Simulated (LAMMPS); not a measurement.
## Single-point calculation, with input and output: NaI

NaI (Pm-3m, 2 atoms in the cell), computed with classical potential ffield.eim (style eim) (LAMMPS 22 Jul 2025 update 4).

The structure was built on a prototype by a generator. It belongs to a series of runs on one base structure; here: volume -3%.

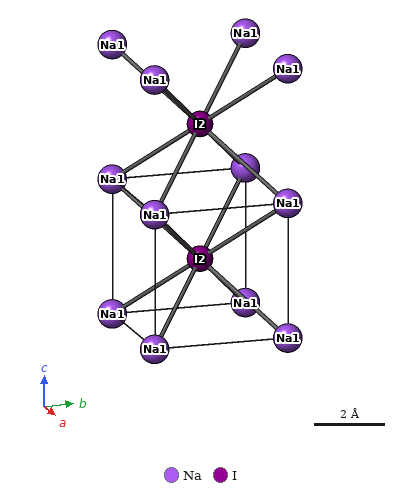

**Figure 1.** The structure as given in the input (ball-and-stick view of the cell of the calculation, repeated 1 × 1 × 2, seen slightly off an axis; atoms are numbered from 1 in the order of the input). Near neighbours in the crystal (not all of them lie inside the picture): Na has 8 I at 3.48 Å; I has 8 Na at 3.48 Å.

The input:
```
units metal
boundary p p p
atom_style charge
read_data data.lmp
pair_style eim
pair_coeff * * Na Id ffield.eim Na Id
thermo_style custom step pe press pxx pyy pzz pyz pxz pxy vol fmax
thermo_modify format float %.8f
dump 1 all custom 1 dump.lmp id type x y z fx fy fz
dump_modify 1 sort id format float %.8f
run 0
```

File data.lmp:
```
crystal

2 atoms
2 atom types

0.0 4.02282363 xlo xhi
0.0 4.02282363 ylo yhi
0.0 4.02282363 zlo zhi
0.00000000 0.00000000 0.00000000 xy xz yz

Masses

1 22.9898
2 126.9045

Atoms

1 1 0.0 4.01127198 4.01127198 4.01127198
2 2 0.0 1.99986016 1.99986016 1.99986016
```

Launched with:
```bash
lmp -in in.lmp -log none -nocite
```

Output:
```
using 1 OpenMP thread(s) per MPI task
Reading data file ...
  triclinic box = (0 0 0) to (4.0228236 4.0228236 4.0228236) with tilt (0 0 0)
  1 by 1 by 1 MPI processor grid
  reading atoms ...
  2 atoms
  read_data CPU = 0.000 seconds
WARNING: No fixes with time integration, atoms won't move
Neighbor list info ...
  max neighbors/atom: 2000, page size: 100000
  master list distance cutoff = 10.733
  ghost atom cutoff = 10.733
  binsize = 5.3665, bins = 1 1 1
  1 neighbor lists, perpetual/occasional/extra = 1 0 0
  (1) pair eim, perpetual
      attributes: half, newton on
      pair build: half/bin/atomonly/newton/tri
      stencil: half/bin/3d/tri
      bin: standard
Setting up Verlet run ...
  Unit style    : metal
  Current step  : 0
  Time step     : 0.001
Per MPI rank memory allocation (min/avg/max) = 3.365 | 3.365 | 3.365 Mbytes
   Step         PotEng         Press           Pxx            Pyy            Pzz            Pyz            Pxz            Pxy           Volume          Fmax
         0  -3.94678730 20061.10274655 20061.10274655 20061.10274655 20061.10274655 -0.00000000 -0.00000000 -0.00000000 65.10179715 0.00000001
Loop time of 1.956e-06 on 1 procs for 0 steps with 2 atoms

153.4% CPU use with 1 MPI tasks x 1 OpenMP threads

MPI task timing breakdown:
Section |  min time  |  avg time  |  max time  |%varavg| %total
---------------------------------------------------------------
Pair    | 0          | 0          | 0          |   0.0 |  0.00
Neigh   | 0          | 0          | 0          |   0.0 |  0.00
Comm    | 0          | 0          | 0          |   0.0 |  0.00
Output  | 0          | 0          | 0          |   0.0 |  0.00
Modify  | 0          | 0          | 0          |   0.0 |  0.00
Other   |            | 1.956e-06  |            |       |100.00

Nlocal:              2 ave           2 max           2 min
Histogram: 1 0 0 0 0 0 0 0 0 0
Nghost:            557 ave         557 max         557 min
Histogram: 1 0 0 0 0 0 0 0 0 0
Neighs:            156 ave         156 max         156 min
Histogram: 1 0 0 0 0 0 0 0 0 0

Total # of neighbors = 156
Ave neighs/atom = 78
Neighbor list builds = 0
Dangerous builds = 0
```

Results in brief:

- outcome: converged
- space group (tolerance 0.01 Å): Pm-3m (221)
- potential energy: −3.9468 eV
- pressure: 2.01 GPa
- largest force (length of the vector): under 0.001 eV/Å
- hardware: 1 thread of Arm Neoverse V1, 24 GiB of memory available, shared host
- peak memory: 0.035 GiB
